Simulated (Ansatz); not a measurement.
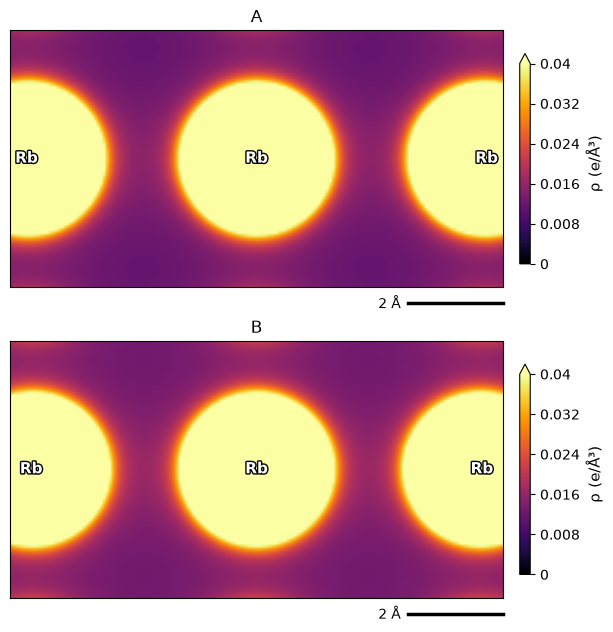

Rb. The valence electron density of two cells that differ in size, on the (001) plane of each (indices in the axes of the calculation cell), at one length scale and on one colour scale: A has 89.0 Å³ an atom and B 83.7.

Space group Cmcm.

These are results of Ansatz, DFT PBEsol, scalar-relativistic, plane waves, PAW, not measurements.

In a PAW calculation such maps are meaningful between the atoms, not at the nuclei.

The larger cell:

```
Rb
1.0
     4.83867    0.00000    0.00000
     0.00000    4.69499    0.00000
     0.00000    0.00000   15.67621
Rb
4
Direct
  0.25039 0.25000 0.88139
  0.24961 0.75000 0.38139
  0.75039 0.25000 0.61861
  0.74961 0.75000 0.11861
```

The smaller cell: a = 4.740 Å, b = 4.599 Å, c = 15.356 Å, α = 90.00°, β = 90.00°, γ = 90.00°.

What changes from the larger cell to the smaller?

From the larger cell to the smaller, Rb–Rb goes from 4.84 to 4.74 Å, and the density at its midpoint from 0.02 to 0.02 e/Å³; the pressure goes from 0.0 to 0.2 GPa.
